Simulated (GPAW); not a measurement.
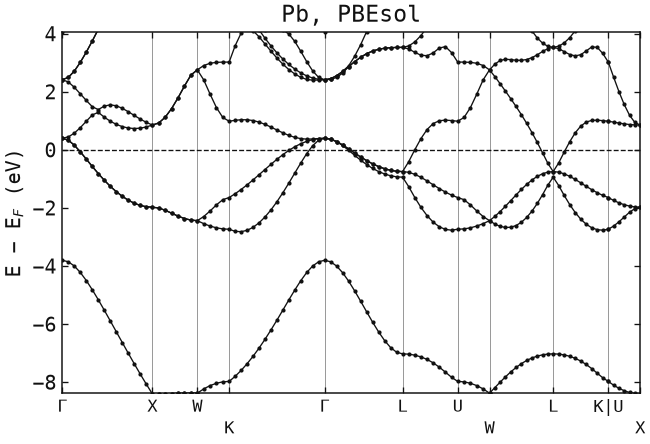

Band structure of diamond-type Pb, space group Fd-3m, 2 atoms in the primitive cell (cubic a = 6.878 Å). Level of theory: PBEsol, PAW data sets generated in the run's folder for this functional, no spin polarisation, no spin-orbit coupling, 7×7×7 k mesh, 600 eV cutoff, Fermi-Dirac smearing of 0.05 eV; code GPAW. Energies are counted from the Fermi level.

A metal: 3 bands cross the Fermi level along this path. Bands cross the Fermi level on Γ–X, K–Γ, Γ–L, L–U, W–L and L–K, and not on X–W, W–K, U–W and U–X. At X the nearest levels lie 1.98 eV below and 0.85 eV above the Fermi level.

Spin-orbit coupling is left out, which matters for Pb. This isn't the form of Pb at room conditions, which is fcc. Bands are joined in order of energy, so crossings between the computed points show as kinks or gaps.
